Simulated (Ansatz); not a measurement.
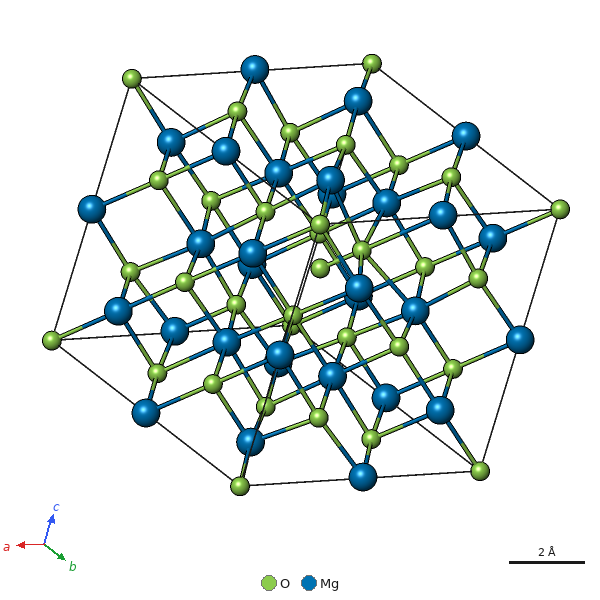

The figure gives a ball-and-stick picture of the atoms, viewed from a general direction. The edges of the supercell are marked. The host is MgO, in a cell of 32 sites, and the cell carries a charge of +2.

What kind of defect was put in?

Answer. Oxygen on a magnesium site (an antisite). It is bonded to one O at about 1.3 Å.

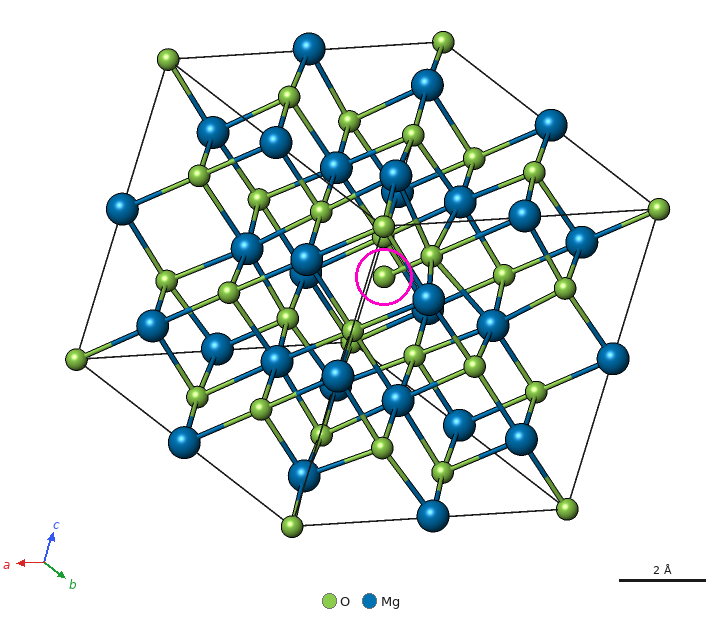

The same cell with a ring at the defect's site.

The atoms were relaxed in the host's cell with DFT PBE, scalar-relativistic, plane waves, PAW (Ansatz 0.2.0).
